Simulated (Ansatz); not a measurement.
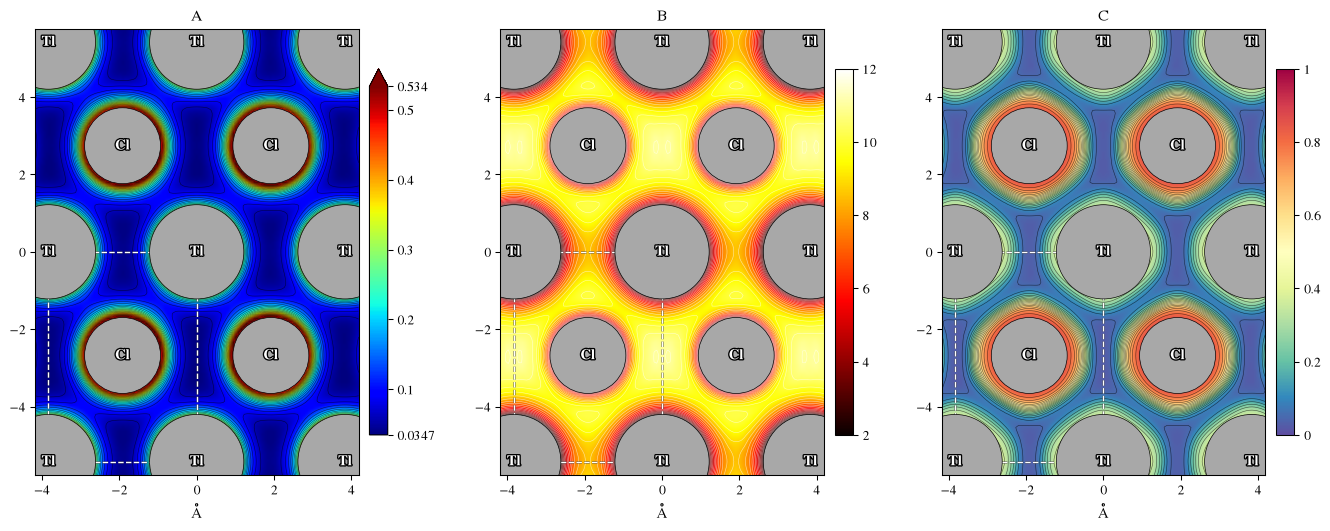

TlCl: 3 fields on the (011̄) plane of the conventional cell, with unlabelled colour scales. Grey discs cover the atomic cores.

Space group P4mm; changed on purpose from its base cell (one atom moved).

Level of theory: Ansatz 0.2.0, DFT PBE, scalar-relativistic, plane waves, PAW.

Q: Match the panels to the quantities (electron localisation function, electrostatic potential energy of an electron and valence pseudo-density).

A: Panel A: valence pseudo-density. Panel B: electrostatic potential energy of an electron (low next to the atoms, rising into the space between them). Panel C: electron localisation function. From the grid: Tl–Cl (3.29 Å): ρ at the midpoint is about 0.1 e/Å³; the ELF is about 0.10 at the midpoint; no shared electron pair shows on this line. Tl–Cl (3.35 Å): ρ at the midpoint is about 0.09 e/Å³; the ELF is about 0.10 at the midpoint; no shared electron pair shows on this line.
